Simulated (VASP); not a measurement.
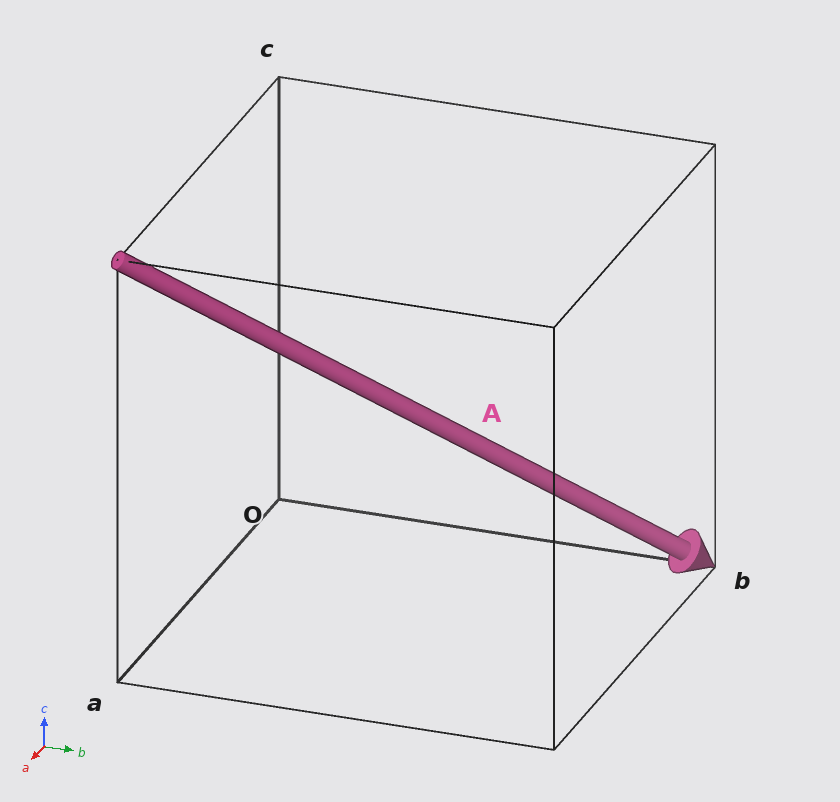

For SnO₂, a cell listed in the Materials Project, as set up for an electronic-structure calculation: the arrow starts at a corner of the unit cell and ends on its surface; where a tip isn't a corner, dashed lines run from it parallel to the axes. The drawing is computed from the coordinates (standard cell, symmetry found to 0.002 Å).

a = 5.175 Å, b = 5.175 Å, c = 5.175 Å, α = 90.00°, β = 90.00°, γ = 90.00°.

Index the direction.

Answer. Arrow A runs from (1, 0, 1) to (0, 1, 0), so [−1 1 −1].

How long is the vector ua + vb + wc?

Answer. 8.964 Å.

In Pa-3, No. 205, how many directions are equivalent to A (Laue class m-3, both senses counted)?

Answer. 8.
